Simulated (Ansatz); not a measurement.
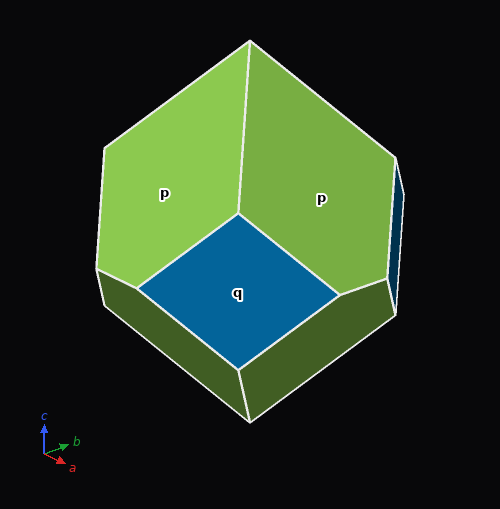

Crystal habit computed by the BFDH rule (growth rate of a face proportional to 1/d, systematic absences taken into account). This is a geometric estimate, not an energy calculation. Faces of one form share a colour. Cell of Ge: space group P4_32_12 (No. 96), a = 6.038 Å, b = 6.038 Å, c = 7.221 Å, α = 90.00°, β = 90.00°, γ = 90.00°. The structure is the input geometry of an electronic-structure calculation and need not be at equilibrium. Forms under 0.4 % of the area are left out. Forms are taken in the Laue class: a face and its opposite count as one form.

Which form is which colour?

green (p): {101} (d = 4.63 Å, 78 % of the area); blue (q): {110} (d = 4.27 Å, 22 % of the area).
